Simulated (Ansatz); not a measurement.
# Single-point calculation, with input and output: AlGaN₂

- system: AlGaN₂ (4 atoms in the cell)
- method: DFT, LDA, plane waves, PAW, spin-polarised (Ansatz 0.2.0)

The structure derives from a Materials Project entry. Some settings of this run were made unusual or wrong on purpose. Figures and captions count atoms from 1; the log counts them from 0 in places.

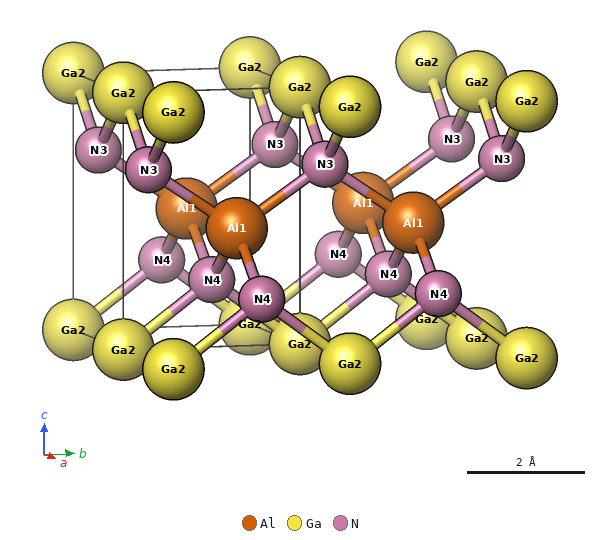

The input geometry (ball-and-stick view of the cell of the calculation, repeated 2 × 2 × 1, seen slightly off an axis; atoms are numbered from 1 in the order of the input). An atom can appear more than once, as a periodic image. Near neighbours in the periodic cell (some may lie outside the picture): Al has 4 N at 1.89 Å; Ga has 4 N at 1.95 Å; N has 2 Al at 1.89 Å and 2 Ga at 1.95 Å.

The input:
```yaml
crystal:
  lattice:
    - [3.1408770487, 0.0, 0.0]
    - [0.0, 3.1408770487, 0.0]
    - [0.0, 0.0, 4.42383794]
  atoms:
    - { symbol: Al, position: [0.5, 0.5, 0.5] }
    - { symbol: Ga, position: [0.0, 0.0, 0.0] }
    - { symbol: "N", position: [0.5, 0.0, 0.73826481] }
    - { symbol: "N", position: [0.0, 0.5, 0.26173519] }
basis:
  ecutwfc: 420
kpoints:
  mp_grid: { grid: [8, 8, 6] }
hamiltonian:
  xc: lda
scf:
  occupations: { method: gaussian, width: 0.05 }
  max_iter: 80
output:
  forces: true
  eigenvalues: true
  stress: true
magnetization:
  spin_polarized: true
  initial_magnetization: 40
```

Run on 2 threads of Arm Neoverse V2, 24 GiB of memory available, shared host.

Launch command:
```bash
ansatz run input.yaml --threads 2 --pin off --max-ram 5120MiB --backend cpu --events-out ev --progress --plain --runs-dir out
```

Log:
```
Engine: ansatz 0.2.0, aarch64-unknown-linux-gnu
Pseudopotentials: kind: paw
Pseudopotential: Al, paw, valence charge 3, recommended cutoff 420 eV (normal), Al.paw.azcp
Pseudopotential: Ga, paw, valence charge 13, recommended cutoff 420 eV (normal), Ga.paw.azcp
Pseudopotential: N, paw, valence charge 5, recommended cutoff 420 eV (normal), N.paw.azcp
Functional definition: SPW92
  exchange = slater_x
  correlation = pw_c
Crystal: 4 atoms, lattice volume = 43.642 Å³
Basis set: ecut = 420 eV, 855 PW (Γ)
Bands: 40, of which v1, the nominal top of the filled ones, is band 13 counted from 1 (12 counted from 0)
Symmetry: 8 space group operations
Space group: P-4m2 (ITA 115), of the structure as read, at distance tolerance 3.5e-5 Å
Magnetic group: BNS 115.283 (UNI 943), of the structure as read, at distance tolerance 3.5e-5 Å
k-points: 60 of 384 (time reversal used)
Non-local potential: Al, projectors of the file, l = 0: 2, l = 1: 2, l = 2: 1
Non-local potential: Ga, projectors of the file, l = 0: 2, l = 1: 2, l = 2: 3, l = 3: 1
Non-local potential: N, projectors of the file, l = 0: 2, l = 1: 2, l = 2: 1
PAW form: soft (Blöchl's): semilocal exchange-correlation on the pseudo side does not see the compensation charge
PAW frozen core: Al, regenerated for the run's functional, and the local potential with it (the file was generated under x = pbe(κ = 0.804, μ = 0.2195149727645171), c = pbe(β = 0.06672455060314922))
PAW frozen core: Ga, regenerated for the run's functional, and the local potential with it (the file was generated under x = pbe(κ = 0.804, μ = 0.2195149727645171), c = pbe(β = 0.06672455060314922))
PAW frozen core: N, regenerated for the run's functional, and the local potential with it (the file was generated under x = pbe(κ = 0.804, μ = 0.2195149727645171), c = pbe(β = 0.06672455060314922))
PAW one-centre angular grid: Al, 110 points (default); XC on 64 Gauss nodes
PAW one-centre angular grid: Ga, 590 points (default); XC on 64 Gauss nodes
PAW one-centre angular grid: N, 110 points (default); XC on 64 Gauss nodes
Initial density: superposition of atomic densities (chi_scale 0.1, normalization cell, long waves kept (reshape's long-wave potential 0.05 eV rms))
Starting moments: Σ|m| = 40 μB on 4 of 4 sites
Initial wavefunctions: pseudopotential atomic-orbital guess
Functional: x = slater, c = lda
SCF iter   1: F=—  HF=-4928.339997 eV  |F-HF|=—  |Δ(HF+E_count)|=         —  Δρ=7.82e-1 (↑7.36e-1 ↓7.82e-1)  dr2=2.00e0  dr2_m=2.30e2  M=1.468 μB ∫|m|=2.043 μB  β_m=0.30  ethr=3.10e-3  ⟨swp⟩=6.8  Hψ=24600  notcnv=0  defer=180
preconditioner: auto → Kerker (q_TF=auto, 2.503 Å⁻¹)  [metal: Δε(μ)=0.007 eV  Ē_g=29.997 eV  σ=0.050 eV  W_gap=0.07  n_scr=14 (ndim 8)  ℏωp=28.7 eV  f_vac=0.000  D(μ)=2.96/eV (n_scr^D=36)]
spin=Collinear: Kerker preconditioning applied to the charge; magnetization (m = ρ↑ − ρ↓) channel mixes plain (no charge-response kernel on spin).
SCF iter   2: F=—  HF=-4951.502483 eV  |F-HF|=—  |Δ(HF+E_count)|=    2.32e1  Δρ=5.68e-1 (↑5.25e-1 ↓5.68e-1)  dr2=2.58e0  dr2_m=1.19e2  M=0.099 μB ∫|m|=1.345 μB  β_m=0.30  ethr=3.10e-3  ⟨swp⟩=2.0  Hψ=7508  notcnv=0  defer=1475
SCF iter   3: F=—  HF=-4962.472000 eV  |F-HF|=—  |Δ(HF+E_count)|=    1.10e1  Δρ=4.05e-1 (↑3.66e-1 ↓4.05e-1)  dr2=2.29e0  dr2_m=5.91e1  M=0.000 μB ∫|m|=0.986 μB  β_m=0.30  ethr=3.10e-3  ⟨swp⟩=2.0  Hψ=5088  notcnv=0  defer=1475
SCF iter   4: F=—  HF=-4967.782684 eV  |F-HF|=—  |Δ(HF+E_count)|=    5.31e0  Δρ=2.92e-1 (↑2.92e-1 ↓2.56e-1)  dr2=2.48e0  dr2_m=2.95e1  M=0.001 μB ∫|m|=0.747 μB  β_m=0.30  ethr=3.10e-3  ⟨swp⟩=3.0  Hψ=8108  notcnv=0  defer=1478
SCF iter   5: F=—  HF=-4969.485950 eV  |F-HF|=—  |Δ(HF+E_count)|=    1.70e0  Δρ=1.92e-1 (↑1.92e-1 ↓1.91e-1)  dr2=1.05e-1  dr2_m=1.46e1  M=0.000 μB ∫|m|=0.590 μB  β_m=0.30  ethr=3.10e-3  ⟨swp⟩=2.5  Hψ=8262  notcnv=0  defer=1490
SCF iter   6: F=—  HF=-4970.657595 eV  |F-HF|=—  |Δ(HF+E_count)|=    1.17e0  Δρ=1.38e-1 (↑1.38e-1 ↓1.33e-1)  dr2=1.39e-2  dr2_m=7.32e0  M=0.000 μB ∫|m|=0.461 μB  β_m=0.30  ethr=4.03e-4  ⟨swp⟩=3.0  Hψ=6578  notcnv=0  defer=1490
SCF iter   7: F=—  HF=-4971.252030 eV  |F-HF|=—  |Δ(HF+E_count)|=   5.94e-1  Δρ=9.67e-2 (↑9.53e-2 ↓9.67e-2)  dr2=1.30e-2  dr2_m=3.68e0  M=0.000 μB ∫|m|=0.358 μB  β_m=0.30  ethr=5.35e-5  ⟨swp⟩=2.2  Hψ=5948  notcnv=0  defer=1490
SCF iter   8: F=—  HF=-4971.551560 eV  |F-HF|=—  |Δ(HF+E_count)|=   3.00e-1  Δρ=6.88e-2 (↑6.88e-2 ↓6.77e-2)  dr2=3.00e-3  dr2_m=1.86e0  M=0.000 μB ∫|m|=0.279 μB  β_m=0.30  ethr=5.01e-5  ⟨swp⟩=2.1  Hψ=5626  notcnv=0  defer=1490
SCF iter   9: F=—  HF=-4971.704534 eV  |F-HF|=—  |Δ(HF+E_count)|=   1.53e-1  Δρ=4.87e-2 (↑4.86e-2 ↓4.87e-2)  dr2=3.65e-5  dr2_m=9.45e-1  M=0.000 μB ∫|m|=0.218 μB  β_m=0.30  ethr=1.16e-5  ⟨swp⟩=2.1  Hψ=5410  notcnv=0  defer=1490
Mixer restart at iter 9: flushing history
spin-set hold released at iteration 9 (site moments contracting): the magnetisation degrees of freedom join the quasi-Newton model from the next iteration; the mixer history was flushed
SCF iter  10: F=—  HF=-4971.784054 eV  |F-HF|=—  |Δ(HF+E_count)|=   7.95e-2  Δρ=3.48e-2 (↑3.46e-2 ↓3.48e-2)  dr2=2.31e-5  dr2_m=4.82e-1  M=0.000 μB ∫|m|=0.170 μB  β_m=0.65  ethr=1.40e-7  ⟨swp⟩=2.1  Hψ=6384  notcnv=0  defer=1490
SCF iter  11: F=—  HF=-4971.872025 eV  |F-HF|=—  |Δ(HF+E_count)|=   8.80e-2  Δρ=1.65e-3 (↑1.65e-3 ↓1.48e-3)  dr2=1.35e-5  dr2_m=9.82e-4  M=0.000 μB ∫|m|=0.027 μB  β_m=0.82  ethr=8.89e-8  ⟨swp⟩=3.0  Hψ=8307  notcnv=0  defer=1490
SCF iter  12: F=—  HF=-4971.872742 eV  |F-HF|=—  |Δ(HF+E_count)|=   7.17e-4  Δρ=6.50e-4 (↑5.60e-4 ↓6.50e-4)  dr2=4.09e-6  dr2_m=1.46e-4  M=0.000 μB ∫|m|=0.010 μB  β_m=0.91  ethr=5.20e-8  ⟨swp⟩=2.0  Hψ=5601  notcnv=0  defer=1490
SCF iter  13: F=—  HF=-4971.872870 eV  |F-HF|=—  |Δ(HF+E_count)|=   1.28e-4  Δρ=1.25e-4 (↑1.25e-4 ↓8.83e-5)  dr2=1.46e-5  dr2_m=2.53e-7  M=0.000 μB ∫|m|=0.000 μB  β_m=0.71  ethr=1.57e-8  ⟨swp⟩=2.4  Hψ=5039  notcnv=0  defer=1490
SCF iter  14: F=—  HF=-4971.872856 eV  |F-HF|=—  |Δ(HF+E_count)|=   1.36e-5  Δρ=1.48e-5 (↑1.48e-5 ↓1.24e-5)  dr2=8.47e-8  dr2_m=3.04e-8  M=0.000 μB ∫|m|=0.000 μB  β_m=0.74  ethr=3.85e-10  ⟨swp⟩=9.3  Hψ=28337  notcnv=0
SCF iter  15: F=—  HF=-4971.872856 eV  |F-HF|=—  |Δ(HF+E_count)|=   8.61e-8  Δρ=4.91e-6 (↑2.77e-6 ↓4.91e-6)  dr2=2.20e-8  dr2_m=1.29e-9  M=0.000 μB ∫|m|=0.000 μB  β_m=0.74  ethr=3.26e-10  ⟨swp⟩=4.6  Hψ=15348  notcnv=0
SCF iter  16: F=-4971.872856 eV  HF=-4971.872856 eV  |F-HF|=6.38e-10  |Δ(HF+E_count)|=   8.55e-9  Δρ=7.46e-7 (↑6.87e-7 ↓7.46e-7)  dr2=1.66e-9  dr2_m=5.02e-12  M=0.000 μB ∫|m|=0.000 μB  ethr=8.48e-11  ⟨swp⟩=3.0  Hψ=8373  notcnv=0
SCF 1 converged in 16 iterations: F = -4971.872856 eV  dr2 = 1.66e-9
  greatest PAW one-centre occupation: 0.996 electrons in one spin orbital (limit 2), on the Ga atom at site 1 (counted from 0), in its partial waves of l = 2
```

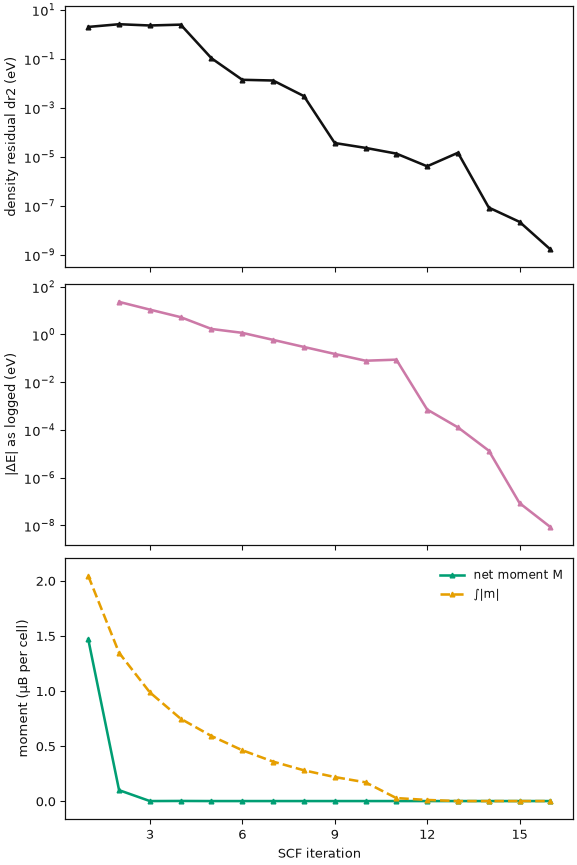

Convergence of the self-consistent field: density residual dr2, size of the energy change and magnetic moment against the SCF iteration. The residual comes down, with one marked jump up, by a factor of about 4, at step 13. The net moment goes from 1.5 to 0.0 μB per cell, and ∫|m| falls to zero.

```
WARN: the starting moments were not kept: the SCF closed with an absolute magnetisation of 8.2e-7 μB, where they sum to 40 μB in size (4 sites). That is at most 0.1 of that sum. Measured as dr2_m measures the in/out step, that magnetisation stands 1.1e-13 eV from none, at or under the dr2_threshold of 1.0e-7 eV: it is no larger than a step whose dr2_m would equal this threshold. The system may hold no moment; this SCF shows only that its start led to no more than that. To try another start: raise the starting moments (crystal.atoms[].spin, magnetization.per_species, magnetization.initial_magnetization, or on a non-collinear deck that types none of these the spinor_matrix: blocks that start its atoms; where the total moment is fixed, keep their sum and leave initial_magnetization as it is; typed ones take the place of any that the run laid by itself, positive ones on a crystal's lanthanoids without a Hubbard term where scf.initial_density.shell_occupations: [] is typed) or, if the notice of its spin-set hold's release reads "site moments contracting" or "site moments show no strong build", lengthen the hold (scf.mixing.spin_hold: { on: { confirm: 4 } }; for m-r²SCAN on two components see the key's manual first). Each may lead to a state that holds a moment. A second SCF, from the converged charge density, with the starting moments and any scf.initial_density.shell_occupations laid on it anew, would have followed, and was not run: the deck does not ask for one (magnetization.retry_lost_moments is false, the default). To let it run, set magnetization.retry_lost_moments: true and run the deck again, where that key's refused combinations let it; where memory then withholds it, that run's warning says so.
SCF converged after 16 iterations
Magnetization: 0.0000 μB (13.0000 up, 13.0000 down)
Absolute magnetization: 0.0000 μB (∫|ρ↑−ρ↓|, with the PAW one-centre terms)
Spin contamination: 0.0000 ħ² per cell (⟨S²⟩ above its minimum at these occupations)
Per-site moments (μB) at R_I (Å): [(-2.3904170532479683e-8, 0.7801909260922902), (5.7753239339815776e-8, 0.8048454832623776), (1.1676202671168416e-8, 0.7801909260922902), (1.1676202601498438e-8, 0.7801909260922902)]
Free energy (F): -4971.872856 eV
Harris-Foulkes:  -4971.872856 eV  (|F-HF|=6.38e-10)
Internal energy: -4971.872856 eV  (E = F + TS)
E sigma→0 (E₀):  -4971.872856 eV
Fermi energy:    9.509862 eV
--- Per-component energies (eV) ---
  E_band       = -7.598195
  E_kinetic    = 405.313869
  E_local      = -2469.823394  (includes V_loc(G=0)·N_el)
  E_nonlocal   = 535.030945
  E_hartree    = 1114.501648
  E_xc         = -228.216733
  E_vxc        = -241.515879  (∫ρ·V_xc dr)
  E_paw        = -2597.013858  (= ΣΔE_a)
  E_vpaw       = -465.606185  (= ΣTr[D̂ρ^β])
  E_aug_tail   = 0.000103  (compensation charges beyond the density's cutoff)
  E_ewald      = -1733.609721
  E_core_change = 1.944285  (= ΣΔE_core)
  E_smearing   = -0.000000  (= −TS)
  E_closure    = -0.000000  (closes the sum)
  Σ components = -4971.872856   (vs F -4971.872856, Δ=0.00e0)
--- Forces (eV/Å), atoms counted from 1 ---
  atom   1  Al    -0.00000000     0.00000000     0.00000000
  atom   2  Ga    -0.00000000     0.00000000     0.00000000
  atom   3  N      0.00000000     0.00000000     0.19680928
  atom   4  N      0.00000000     0.00000000    -0.19680928
  max |Σ_I F_I| component: 2.78e-17 eV/Å
--- Stress (GPa, compression-positive) ---
       -4.902714       0.000000      -0.000000
        0.000000      -4.902714       0.000000
       -0.000000       0.000000      -5.106676
  P = ⅓ Tr σ = -4.9707 GPa (-49.707 kbar)
--- Band table (eV; the first three rows and the last of 120) ---
  k-point 0 ↑: bands = ["-7.2754", "-5.9809", "-5.0504", "-5.0504", "-5.0066", "-4.8523", "-3.5183", "2.4906", "5.7419", "5.7419", "7.8411", "8.0813", "8.0813", "10.9378", "11.5973", "15.5327", "19.1590", "19.1590", "19.2767", "20.6281", "22.7609", "22.7609", "25.8790", "26.6951", "26.7915", "26.7915", "26.9182", "27.3016", "30.5833", "32.1509", "33.8774", "34.1609", "34.1609", "34.2760", "38.6272", "38.6272", "40.5908", "41.0613", "41.7231", "42.1193"]
  k-point 1 ↑: bands = ["-7.1569", "-5.9976", "-5.0522", "-5.0522", "-5.0031", "-4.8522", "-3.7958", "2.8353", "5.8643", "5.8643", "7.2752", "7.8993", "7.8993", "11.4579", "12.0369", "15.6776", "18.6739", "19.3516", "19.3516", "20.3462", "22.4989", "22.4989", "23.7756", "25.9818", "27.2318", "27.2318", "28.0305", "29.1586", "30.8137", "32.1279", "33.4785", "34.5208", "34.5208", "36.4873", "37.0443", "37.0443", "38.3768", "40.8759", "41.1892", "41.1892"]
  k-point 2 ↑: bands = ["-6.8462", "-6.0694", "-5.0557", "-5.0557", "-4.9890", "-4.8521", "-4.3516", "3.6282", "6.2003", "6.2003", "6.2366", "7.4489", "7.4489", "12.5040", "12.9604", "15.9679", "17.5471", "19.6398", "19.8349", "19.8349", "21.2413", "21.8839", "21.8839", "26.2229", "28.4959", "28.4959", "29.5920", "30.5974", "30.7770", "31.2848", "33.5146", "33.5146", "35.5336", "36.4403", "36.4948", "36.4948", "38.8391", "39.2368", "40.0108", "40.0108"]
  k-point 59 ↓: bands = ["-5.9725", "-5.9725", "-5.0523", "-4.8918", "-4.8732", "-3.2613", "-3.2613", "2.8201", "3.6835", "4.0796", "4.8214", "4.8371", "4.8371", "14.1931", "14.1931", "16.7290", "18.7823", "19.0327", "19.0327", "19.4884", "19.6170", "23.2926", "24.8332", "25.4429", "28.4949", "31.6951", "31.6951", "33.1305", "33.1305", "34.8494", "36.1705", "36.1705", "36.5025", "38.4567", "38.4567", "38.7559", "38.7559", "38.9592", "41.6103", "42.0540"]
```

What the run reported:

| quantity | value |
| --- | --- |
| outcome | converged |
| space group (tolerance 0.01 Å) | P-4m2 (115) |
| electrons treated | 26 |
| free energy | −4971.8729 eV |
| Fermi energy | 9.510 eV |
| gap on the k-point mesh | 2.86 eV |
| net moment of the cell | 0.00 μB |
| integrated absolute moment | 0.00 μB |
| pressure | −4.97 GPa |
| largest force (length of the vector) | 0.197 eV/Å |
| wall time | 14 s (CPU time 26 s) |
| peak memory | 0.44 GiB |

Notes:

This input holds a deliberate fault: an impossible spin (`magnetization`). It did no harm here: the run converged to the energy of the sound run within 1 meV per atom. Warnings of the run: some starting moments were not kept.
